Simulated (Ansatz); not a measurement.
## Geometry relaxation of Al₉N (part 1 of 3)

The run: geometry relaxation of Al₉N (slab, 10 atoms in the cell). Method and program: DFT PBEsol, scalar-relativistic, plane waves, PAW, no spin polarisation (Ansatz 0.2.0).

The structure derives from a Materials Project entry. The input holds or restrains some coordinates. Forces given for the steps count only the free coordinates. It belongs to a series of runs on one base structure; here: N over the place (2/4, 1/4) of the surface cell, its height relaxed.

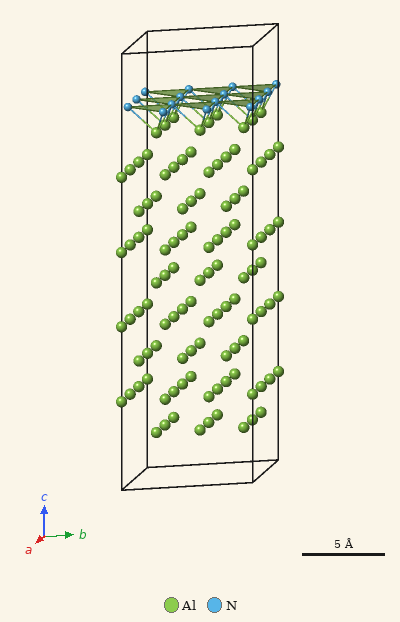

Figure 1. The input geometry (polyhedral view of the 3 × 3 repeat of the cell, with the vacuum cut short, seen slightly off an axis; polyhedra are completed across the faces of the cell). An atom can appear more than once, as a periodic image.

Key numbers

| quantity | value |
| --- | --- |
| outcome | converged under the restraints of the input |
| electrons treated | 32 |
| free energy | −5096.8656 eV |
| work function, top face | 8.09 eV |
| work function, bottom face | 4.08 eV |
| Fermi energy | 2.022 eV |
| gap on the k-point mesh | none (metallic) |
| final volume | 262.26 Å³ |
| work function (upper face) | 8.09 eV |
| largest force (length of the vector) at the end, held atoms and coordinates included | 5.868 eV/Å |
| hardware | 1 thread of Intel Xeon @ 2.70GHz, 189 GiB of memory available, shared host |
| wall time | 4.3 min |
| peak memory | 0.6 GiB |

Remarks

The program warns: the exchange-correlation potential is rough where the density is thin.

Input
```yaml
crystal:
  lattice:
    - [2.8362844918, 0.0, 0.0]
    - [-1.4181422459, 2.4562944222, 0.0]
    - [0.0, 0.0, 37.6442989108]
  atoms:
    - { symbol: Al, position: [0.3333333333, 0.6666666667, 0.2257978033] }
    - { symbol: Al, position: [0.0, 0.0, 0.2877072406] }
    - { symbol: Al, position: [0.6666666667, 0.3333333333, 0.3496166779] }
    - { symbol: Al, position: [0.0, 0.0, 0.4115261153] }
    - { symbol: Al, position: [0.3333333333, 0.6666666667, 0.4729161237] }
    - { symbol: Al, position: [0.0, 0.0, 0.5342805556] }
    - { symbol: Al, position: [0.6666666667, 0.3333333333, 0.5966221375] }
    - { symbol: Al, position: [0.0, 0.0, 0.6583877038] }
    - { symbol: Al, position: [0.3333333333, 0.6666666667, 0.7209215701] }
    - { symbol: "N", position: [0.8333333333, 0.9166666667, 0.7602369523] }
basis:
  ecutwfc: 420
kpoints:
  mp_grid: { grid: [12, 12, 1] }
hamiltonian:
  xc: pbesol
scf:
  occupations: { method: gaussian, width: 0.1 }
output:
  forces: true
  eigenvalues: true
  write_density: true
  write_potential: true
  elf: true
  volumetric_format: npy
relax:
  adjacent_minimum: "off"
  f_tol: 0.02
  max_steps: 25
  constraints: [{ sites: [0, 1, 2, 3, 4, 5, 6, 7, 8] }, { site: 9, fix: xy }]
efield:
  axis: 3
  dipole_correction: true
  ramp_width: 0.04
```

Command:
```bash
ansatz run input.yaml --threads 1 --pin off --max-ram 2560MiB --backend cpu --events-out ev --progress --plain --runs-dir out
```

What the program printed
```
Engine: ansatz 0.2.0, x86_64-unknown-linux-gnu
Pseudopotentials: kind: paw
Pseudopotential: Al, paw, valence charge 3, recommended cutoff 420 eV (normal), Al.paw.azcp
Pseudopotential: N, paw, valence charge 5, recommended cutoff 420 eV (normal), N.paw.azcp
Functional definition: PBEsol
  exchange = pbesol_x
  correlation = pbesol_c
Crystal: 10 atoms, lattice volume = 262.258 Å³
Basis set: ecut = 420 eV, 5189 PW (Γ), exchange–correlation on 40×40×512 points (8 copies of the dense FFT grid, shifted against one another)
Bands: 26, of which v1, the nominal top of the filled ones, is band 16 counted from 1 (15 counted from 0)
Symmetry: 2 space group operations
Space group: Cm (ITA 8), of the structure as read, at distance tolerance 6.4e-5 Å
k-points: 43 of 144 (time reversal used)
Non-local potential: Al, projectors of the file, l = 0: 2, l = 1: 2, l = 2: 1
Non-local potential: N, projectors of the file, l = 0: 2, l = 1: 2, l = 2: 1
PAW form: soft (Blöchl's): semilocal exchange-correlation on the pseudo side does not see the compensation charge
PAW frozen core: Al, regenerated for the run's functional, and the local potential with it (the file was generated under x = pbe(κ = 0.804, μ = 0.2195149727645171), c = pbe(β = 0.06672455060314922))
PAW frozen core: N, regenerated for the run's functional, and the local potential with it (the file was generated under x = pbe(κ = 0.804, μ = 0.2195149727645171), c = pbe(β = 0.06672455060314922))
PAW one-centre angular grid: Al, 110 points (default); XC on 64 Gauss nodes
PAW one-centre angular grid: N, 110 points (default); XC on 64 Gauss nodes
Initial density: superposition of atomic densities (neutral atoms: chi_scale 0, normalization atom), corrected by the library's trained network
Initial wavefunctions: pseudopotential atomic-orbital guess
Functional: x = pbesol(κ = 0.804, μ = 0.12345679012345678), c = pbesol(β = 0.046)
SCF iter   1: F=—  HF=-5096.386192 eV  |F-HF|=—  |Δ(HF+E_count)|=         —  Δρ=2.25e-2  dr2=3.27e1  ethr=1.77e-3  p=-0.171 e·Å  D=-1.18e-1 V/Å  ΔV_dip=4.45 eV  dr2_dipole=2.46e1  V_vac-E_F(+/−)=8.36/3.91 eV  ⟨swp⟩=10.9  Hψ=8566  notcnv=0  defer=7
efield: sawtooth ramp at fractional position 0.9730 (placed from the atoms, in the widest stretch of the axis that holds none; the zero of the levels goes with the place), width 0.0400; the density the first Hamiltonian is built on has a dipole p = -0.171 e·Å; the dipole correction subtracts the counter field D = -1.18e-1 V/Å, which shifts the + side's vacuum level by +4.45 eV against the − side's; the planar-averaged density in the ramp window peaks in size at 2.7e-5 e/Å³
preconditioner: auto → LDOS  [metal: Δε(μ)=0.042 eV  Ē_g=7.261 eV  σ=0.100 eV  W_gap=0.23  n_scr=22 (ndim 8)  ℏωp=13.0 eV  f_vac=0.365  D(μ)=4.83/eV (n_scr^D=20)  β→1.0]
SCF iter   2: F=—  HF=-5096.159327 eV  |F-HF|=—  |Δ(HF+E_count)|=   2.27e-1  Δρ=6.45e-3  dr2=1.52e0  ethr=1.77e-3  p=-0.149 e·Å  D=-1.03e-1 V/Å  ΔV_dip=3.87 eV  dr2_dipole=1.35e0  V_vac-E_F(+/−)=7.98/4.12 eV  ⟨swp⟩=1.4  Hψ=1525  notcnv=0  defer=68
SCF iter   3: F=—  HF=-5096.149573 eV  |F-HF|=—  |Δ(HF+E_count)|=   9.75e-3  Δρ=1.06e-3  dr2=2.91e-2  ethr=1.77e-3  p=-0.150 e·Å  D=-1.03e-1 V/Å  ΔV_dip=3.89 eV  dr2_dipole=2.89e-2  V_vac-E_F(+/−)=7.99/4.10 eV  ⟨swp⟩=1.1  Hψ=1080  notcnv=0  defer=64
SCF iter   4: F=—  HF=-5096.150179 eV  |F-HF|=—  |Δ(HF+E_count)|=   6.07e-4  Δρ=2.67e-4  dr2=2.54e-3  ethr=9.09e-5  p=-0.151 e·Å  D=-1.04e-1 V/Å  ΔV_dip=3.92 eV  dr2_dipole=8.14e-4  V_vac-E_F(+/−)=8.02/4.10 eV  ⟨swp⟩=1.1  Hψ=1056  notcnv=0  defer=105
SCF iter   5: F=—  HF=-5096.150333 eV  |F-HF|=—  |Δ(HF+E_count)|=   1.53e-4  Δρ=6.63e-5  dr2=4.77e-5  ethr=7.93e-6  p=-0.151 e·Å  D=-1.04e-1 V/Å  ΔV_dip=3.92 eV  dr2_dipole=7.46e-6  V_vac-E_F(+/−)=8.02/4.10 eV  ⟨swp⟩=1.8  Hψ=1331  notcnv=0  defer=103
iter 6 did not close the SCF: its close was put off until two iterations running show no level that it waits for move by more than its bar (scf_convergence_deferred on its scf_iter line)
SCF iter   6: F=-5096.150336 eV  HF=-5096.150345 eV  |F-HF|=9.56e-6  |Δ(HF+E_count)|=   1.25e-5  Δρ=2.25e-5  dr2=5.53e-6  ethr=3.12e-8  p=-0.151 e·Å  D=-1.04e-1 V/Å  ΔV_dip=3.92 eV  dr2_dipole=5.01e-6  V_vac-E_F(+/−)=8.02/4.10 eV  ⟨swp⟩=25.1  Hψ=14147  notcnv=0
iter 7 did not close the SCF: its close was put off until two iterations running show no level that it waits for move by more than its bar (scf_convergence_deferred on its scf_iter line)
SCF iter   7: F=-5096.150345 eV  HF=-5096.150345 eV  |F-HF|=8.80e-8  |Δ(HF+E_count)|=   2.25e-7  Δρ=5.73e-6  dr2=2.21e-7  ethr=1.73e-8  p=-0.151 e·Å  D=-1.04e-1 V/Å  ΔV_dip=3.92 eV  dr2_dipole=1.19e-8  V_vac-E_F(+/−)=8.02/4.10 eV  ⟨swp⟩=12.7  Hψ=9270  notcnv=0
SCF iter   8: F=-5096.150345 eV  HF=-5096.150345 eV  |F-HF|=5.60e-9  |Δ(HF+E_count)|=   7.07e-8  Δρ=2.84e-6  dr2=2.96e-8  ethr=6.90e-10  p=-0.151 e·Å  D=-1.04e-1 V/Å  ΔV_dip=3.92 eV  dr2_dipole=1.51e-10  V_vac-E_F(+/−)=8.02/4.10 eV  ⟨swp⟩=10.7  Hψ=8287  notcnv=0
SCF 1 converged in 8 iterations: F = -5096.150345 eV  dr2 = 2.96e-8
  greatest PAW one-centre occupation: 0.843 electrons in one spin orbital (limit 2), on the N atom at site 9 (counted from 0), in its partial waves of l = 0
relax step   1: F+E_penalty+E_count = -5096.15034550 eV  Δ(F+E_penalty+E_count) = +0.000e0 eV  max|allowed force component| = 2.972e0 eV/Å  Δτ_max = 0.0000 Å  (8 SCF iters, dr2 threshold 1.00e-5 eV, accepted)
Initial density: handed on by an earlier stage of this run
Initial wavefunctions: those handed on with the density
SCF iter   1: F=—  HF=-5096.774400 eV  |F-HF|=—  |Δ(HF+E_count)|=         —  Δρ=2.39e-2  dr2=2.04e1  ethr=3.10e-3  p=-0.151 e·Å  D=-1.04e-1 V/Å  ΔV_dip=3.92 eV  dr2_dipole=1.57e1  V_vac-E_F(+/−)=8.19/4.27 eV  ⟨swp⟩=3.1  Hψ=3085  notcnv=0  defer=131
efield: sawtooth ramp at fractional position 0.9730 (handed on by an earlier solve), width 0.0400; the density the first Hamiltonian is built on has a dipole p = -0.151 e·Å; the dipole correction subtracts the counter field D = -1.04e-1 V/Å, which shifts the + side's vacuum level by +3.92 eV against the − side's; the planar-averaged density in the ramp window peaks in size at 2.6e-7 e/Å³
preconditioner: auto → LDOS  [metal: Δε(μ)=0.048 eV  Ē_g=7.429 eV  σ=0.100 eV  W_gap=0.25  n_scr=22 (ndim 8)  ℏωp=13.0 eV  f_vac=0.367  D(μ)=3.44/eV (n_scr^D=18)  β→1.0]
SCF iter   2: F=—  HF=-5096.557717 eV  |F-HF|=—  |Δ(HF+E_count)|=   2.17e-1  Δρ=7.94e-3  dr2=2.16e0  ethr=3.10e-3  p=-0.163 e·Å  D=-1.12e-1 V/Å  ΔV_dip=4.23 eV  dr2_dipole=1.85e0  V_vac-E_F(+/−)=8.31/4.07 eV  ⟨swp⟩=1.8  Hψ=1593  notcnv=0  defer=128
SCF iter   3: F=—  HF=-5096.551420 eV  |F-HF|=—  |Δ(HF+E_count)|=   6.30e-3  Δρ=2.20e-3  dr2=1.40e-1  ethr=3.10e-3  p=-0.156 e·Å  D=-1.08e-1 V/Å  ΔV_dip=4.06 eV  dr2_dipole=9.51e-2  V_vac-E_F(+/−)=8.18/4.12 eV  ⟨swp⟩=1.3  Hψ=1184  notcnv=0  defer=130
SCF iter   4: F=—  HF=-5096.543336 eV  |F-HF|=—  |Δ(HF+E_count)|=   8.08e-3  Δρ=3.95e-4  dr2=2.38e-3  ethr=4.37e-4  p=-0.155 e·Å  D=-1.07e-1 V/Å  ΔV_dip=4.02 eV  dr2_dipole=7.83e-4  V_vac-E_F(+/−)=8.14/4.11 eV  ⟨swp⟩=2.0  Hψ=1715  notcnv=0  defer=139
SCF iter   5: F=—  HF=-5096.543303 eV  |F-HF|=—  |Δ(HF+E_count)|=   3.30e-5  Δρ=7.91e-5  dr2=1.82e-5  ethr=3.13e-7  p=-0.154 e·Å  D=-1.06e-1 V/Å  ΔV_dip=4.00 eV  dr2_dipole=4.20e-7  V_vac-E_F(+/−)=8.10/4.11 eV  ⟨swp⟩=25.6  Hψ=15631  notcnv=0
SCF iter   6: F=-5096.543294 eV  HF=-5096.543312 eV  |F-HF|=1.79e-5  |Δ(HF+E_count)|=   9.39e-6  Δρ=1.83e-5  dr2=1.01e-5  ethr=5.67e-8  p=-0.154 e·Å  D=-1.06e-1 V/Å  ΔV_dip=3.99 eV  dr2_dipole=8.66e-6  V_vac-E_F(+/−)=8.10/4.11 eV  ⟨swp⟩=15.7  Hψ=11178  notcnv=0
SCF 2 converged in 6 iterations: F = -5096.543294 eV  dr2 = 1.01e-5
  greatest PAW one-centre occupation: 0.839 electrons in one spin orbital (limit 2), on the N atom at site 9 (counted from 0), in its partial waves of l = 0
relax step   2: F+E_penalty+E_count = -5096.54329422 eV  Δ(F+E_penalty+E_count) = -3.929e-1 eV  max|allowed force component| = 2.329e0 eV/Å  Δτ_max = 0.1460 Å  (6 SCF iters, dr2 threshold 1.00e-4 eV, accepted)
SCF iter   1: F=—  HF=-5097.290683 eV  |F-HF|=—  |Δ(HF+E_count)|=         —  Δρ=2.94e-2  dr2=2.90e1  ethr=3.10e-3  p=-0.154 e·Å  D=-1.06e-1 V/Å  ΔV_dip=3.99 eV  dr2_dipole=2.15e1  V_vac-E_F(+/−)=8.36/4.37 eV  ⟨swp⟩=3.2  Hψ=3455  notcnv=0  defer=68
efield: sawtooth ramp at fractional position 0.9730 (handed on by an earlier solve), width 0.0400; the density the first Hamiltonian is built on has a dipole p = -0.154 e·Å; the dipole correction subtracts the counter field D = -1.06e-1 V/Å, which shifts the + side's vacuum level by +3.99 eV against the − side's; the planar-averaged density in the ramp window peaks in size at 4.3e-7 e/Å³
preconditioner: auto → LDOS  [metal: Δε(μ)=0.013 eV  Ē_g=7.561 eV  σ=0.100 eV  W_gap=0.07  n_scr=22 (ndim 8)  ℏωp=13.0 eV  f_vac=0.372  D(μ)=3.41/eV (n_scr^D=18)  β→1.0]
SCF iter   2: F=—  HF=-5096.947450 eV  |F-HF|=—  |Δ(HF+E_count)|=   3.43e-1  Δρ=1.99e-2  dr2=9.18e0  ethr=3.10e-3  p=-0.171 e·Å  D=-1.18e-1 V/Å  ΔV_dip=4.44 eV  dr2_dipole=7.03e0  V_vac-E_F(+/−)=8.40/3.96 eV  ⟨swp⟩=2.1  Hψ=2373  notcnv=0  defer=156
SCF iter   3: F=—  HF=-5096.840525 eV  |F-HF|=—  |Δ(HF+E_count)|=   1.07e-1  Δρ=2.17e-3  dr2=1.31e-1  ethr=3.10e-3  p=-0.158 e·Å  D=-1.09e-1 V/Å  ΔV_dip=4.10 eV  dr2_dipole=9.99e-2  V_vac-E_F(+/−)=8.19/4.10 eV  ⟨swp⟩=1.4  Hψ=1360  notcnv=0  defer=129
SCF iter   4: F=—  HF=-5096.847797 eV  |F-HF|=—  |Δ(HF+E_count)|=   7.27e-3  Δρ=5.46e-4  dr2=1.50e-2  ethr=4.08e-4  p=-0.157 e·Å  D=-1.08e-1 V/Å  ΔV_dip=4.07 eV  dr2_dipole=1.25e-2  V_vac-E_F(+/−)=8.15/4.07 eV  ⟨swp⟩=1.3  Hψ=1222  notcnv=0  defer=151
SCF iter   5: F=—  HF=-5096.848502 eV  |F-HF|=—  |Δ(HF+E_count)|=   7.05e-4  Δρ=1.89e-4  dr2=9.07e-4  ethr=4.69e-5  p=-0.156 e·Å  D=-1.08e-1 V/Å  ΔV_dip=4.05 eV  dr2_dipole=6.72e-4  V_vac-E_F(+/−)=8.13/4.08 eV  ⟨swp⟩=1.6  Hψ=1178  notcnv=0  defer=150
SCF iter   6: F=-5096.848523 eV  HF=-5096.848582 eV  |F-HF|=5.90e-5  |Δ(HF+E_count)|=   7.93e-5  Δρ=6.35e-5  dr2=4.58e-5  ethr=3.13e-7  p=-0.155 e·Å  D=-1.07e-1 V/Å  ΔV_dip=4.03 eV  dr2_dipole=2.48e-5  V_vac-E_F(+/−)=8.11/4.08 eV  ⟨swp⟩=25.6  Hψ=15100  notcnv=0
SCF 3 converged in 6 iterations: F = -5096.848523 eV  dr2 = 4.58e-5
  Residual-converged pass: ⟨swp⟩=1.1  Hψ=1294  notcnv=0  max |occ|·‖R‖ = 7.1e-9 eV (tolerance 1.0e-8 eV)  dr2=4.58e-5  dr2_onsite=4.01e-7  max |Δocc| = 4.1e-10
  greatest PAW one-centre occupation: 0.836 electrons in one spin orbital (limit 2), on the N atom at site 9 (counted from 0), in its partial waves of l = 0
relax step   3: F+E_penalty+E_count = -5096.84852256 eV  Δ(F+E_penalty+E_count) = -3.052e-1 eV  max|allowed force component| = 6.354e-1 eV/Å  Δτ_max = 0.1950 Å  (6 SCF iters, dr2 threshold 1.00e-4 eV, accepted)
SCF iter   1: F=—  HF=-5096.920274 eV  |F-HF|=—  |Δ(HF+E_count)|=         —  Δρ=1.07e-2  dr2=3.74e0  ethr=3.10e-3  p=-0.155 e·Å  D=-1.07e-1 V/Å  ΔV_dip=4.03 eV  dr2_dipole=2.73e0  V_vac-E_F(+/−)=8.21/4.18 eV  ⟨swp⟩=2.3  Hψ=2365  notcnv=0  defer=125
efield: sawtooth ramp at fractional position 0.9730 (handed on by an earlier solve), width 0.0400; the density the first Hamiltonian is built on has a dipole p = -0.155 e·Å; the dipole correction subtracts the counter field D = -1.07e-1 V/Å, which shifts the + side's vacuum level by +4.03 eV against the − side's; the planar-averaged density in the ramp window peaks in size at 4.7e-7 e/Å³
preconditioner: auto → LDOS  [metal: Δε(μ)=0.068 eV  Ē_g=7.476 eV  σ=0.100 eV  W_gap=0.35  n_scr=22 (ndim 8)  ℏωp=13.0 eV  f_vac=0.374  D(μ)=2.43/eV (n_scr^D=14)  β→1.0]
SCF iter   2: F=—  HF=-5096.872117 eV  |F-HF|=—  |Δ(HF+E_count)|=   4.82e-2  Δρ=5.28e-3  dr2=1.03e0  ethr=3.10e-3  p=-0.159 e·Å  D=-1.10e-1 V/Å  ΔV_dip=4.13 eV  dr2_dipole=8.96e-1  V_vac-E_F(+/−)=8.15/4.02 eV  ⟨swp⟩=1.2  Hψ=1496  notcnv=0  defer=138
SCF iter   3: F=—  HF=-5096.869270 eV  |F-HF|=—  |Δ(HF+E_count)|=   2.85e-3  Δρ=1.53e-3  dr2=5.09e-2  ethr=3.10e-3  p=-0.155 e·Å  D=-1.07e-1 V/Å  ΔV_dip=4.04 eV  dr2_dipole=3.33e-2  V_vac-E_F(+/−)=8.13/4.10 eV  ⟨swp⟩=1.2  Hψ=985  notcnv=0  defer=138
SCF iter   4: F=—  HF=-5096.864618 eV  |F-HF|=—  |Δ(HF+E_count)|=   4.65e-3  Δρ=1.33e-4  dr2=4.95e-4  ethr=1.59e-4  p=-0.154 e·Å  D=-1.06e-1 V/Å  ΔV_dip=4.00 eV  dr2_dipole=3.54e-4  V_vac-E_F(+/−)=8.08/4.09 eV  ⟨swp⟩=2.0  Hψ=1579  notcnv=0  defer=152
SCF iter   5: F=—  HF=-5096.864688 eV  |F-HF|=—  |Δ(HF+E_count)|=   6.98e-5  Δρ=6.73e-5  dr2=2.00e-5  ethr=9.39e-8  p=-0.154 e·Å  D=-1.06e-1 V/Å  ΔV_dip=4.00 eV  dr2_dipole=8.55e-6  V_vac-E_F(+/−)=8.09/4.09 eV  ⟨swp⟩=23.4  Hψ=14650  notcnv=0
SCF iter   6: F=-5096.864694 eV  HF=-5096.864699 eV  |F-HF|=4.39e-6  |Δ(HF+E_count)|=   1.13e-5  Δρ=1.73e-5  dr2=4.26e-6  ethr=6.24e-8  p=-0.154 e·Å  D=-1.06e-1 V/Å  ΔV_dip=4.00 eV  dr2_dipole=1.77e-6  V_vac-E_F(+/−)=8.09/4.09 eV  ⟨swp⟩=15.3  Hψ=11111  notcnv=0
SCF 4 converged in 6 iterations: F = -5096.864694 eV  dr2 = 4.26e-6
  greatest PAW one-centre occupation: 0.835 electrons in one spin orbital (limit 2), on the N atom at site 9 (counted from 0), in its partial waves of l = 0
relax step   4: F+E_penalty+E_count = -5096.86469439 eV  Δ(F+E_penalty+E_count) = -1.617e-2 eV  max|allowed force component| = 1.521e-1 eV/Å  Δτ_max = 0.0640 Å  (6 SCF iters, dr2 threshold 3.01e-5 eV, accepted)
iter 1 solved again at ethr=5.97e-4 eV; its pass at ethr=3.10e-3 eV (dr2=1.91e-1 eV) is discarded
```
